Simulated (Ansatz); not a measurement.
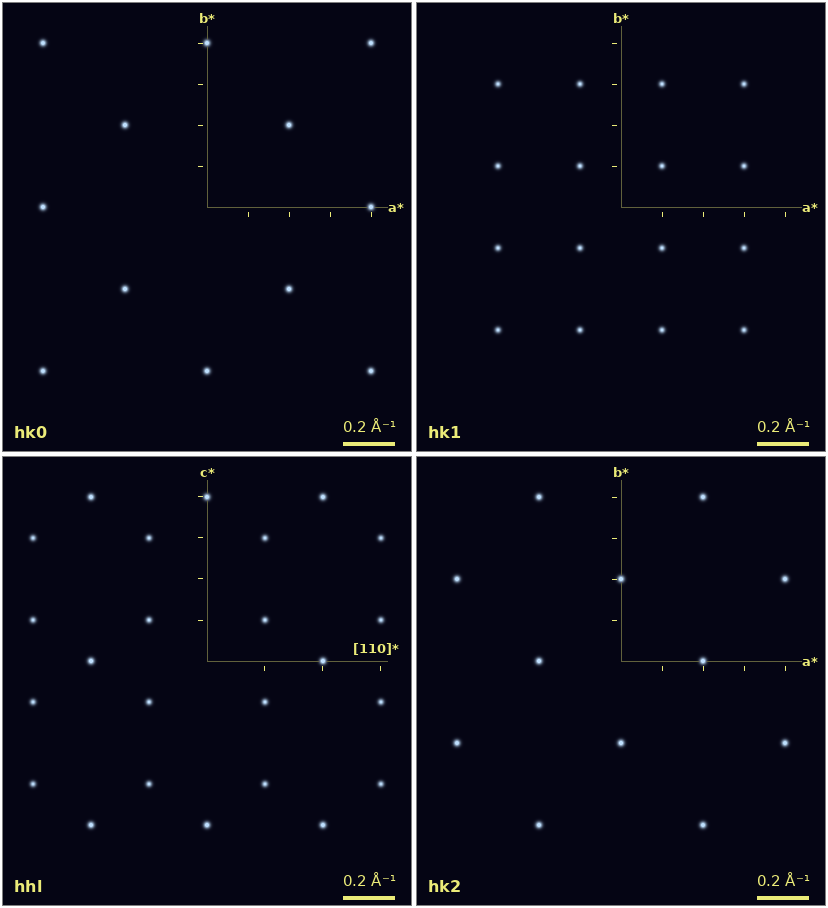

Simulated precession-type sections (neutrons; kinematic intensities, B = 0.5 Å²). The ticks mark integer indices of the conventional cell.

The compound is Ta. Structure: the input geometry of an electronic-structure calculation (not necessarily at equilibrium); the starting structure was generated, so it need not be a known form of this composition.

Q: What cell do the layers give?

A: a* = 0.162, b* = 0.162, c* = 0.162 Å⁻¹; the cell is cubic with a = 6.16 Å.

Q: Which reflection conditions do the layers show?

A: Reflections are present only under these conditions. hkl: h + k = 2n, h + l = 2n; hk0: h = 2n, h + k = 4n; hhl: h + l = 2n; h00: h = 4n. The lattice is face-centred (F). Further gaps, such as 2 2 2, 4 4 2, come from atoms on special positions, not from the group's general conditions.

Q: Which space groups fit?

A: The intensities have Laue symmetry m-3m (the hk0 layer shows 4mm, hk1 shows 4mm). With these conditions only Fd-3m (No. 227) fits.
